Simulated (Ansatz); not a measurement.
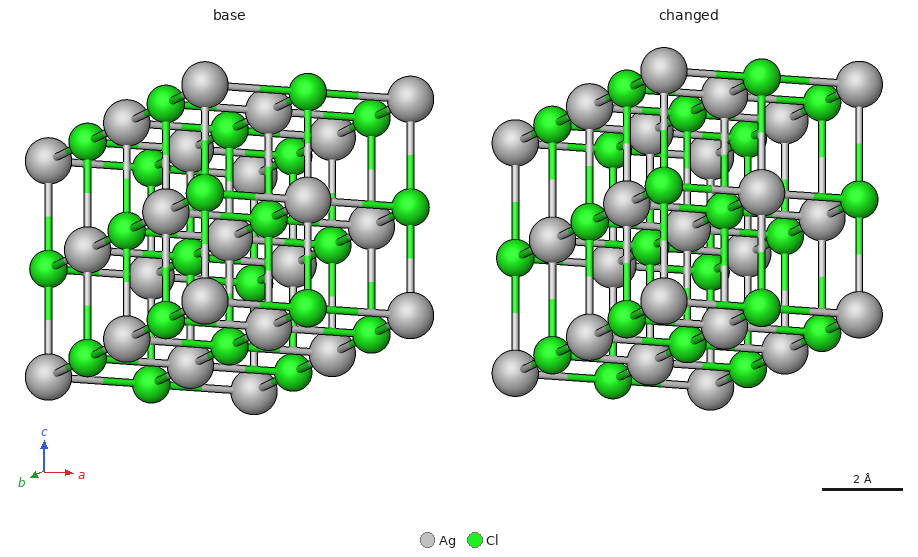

Left: a crystal of AgCl (built on the rocksalt type) at its r2SCAN-relaxed geometry. Right: the same structure after one change, at the same scale. Style: ball-and-stick. Shown: the conventional cell (4 times the calculation's cell), repeated 1 × 2 × 1 with one cell outlined, from a free direction. Lengths and directions refer to the drawn axes.

The calculation used Ansatz 0.2.0, DFT, HSE06, plane waves, PAW. Settings: plane-wave cutoff 420 eV; k-point mesh 6 × 6 × 6; occupations fixed; no spin polarisation.

> Which change leads from the left to the right?

The cell is strained by +6.5 % along c and −5.0 % across it (volume −3.9 %). The atoms and the free axis were relaxed with r2SCAN under that strain, and this is a single point on that geometry.

> How do the computed properties respond?

The energy rises by 36.3 meV per atom. The pressure goes from 1.4 to 4.9 GPa. The principal stresses (compression positive) are 1.5 GPa along c and 6.6 GPa across it. All forces vanish by symmetry. The band gap: 2.41 eV before, 2.02 eV after. Near-neighbour distances before and after: Ag–Cl 2.773 → 2.635 to 2.954 Å. The space group (tolerance 0.01 Å) goes from Fm-3m (No. 225) to I4/mmm (No. 139).
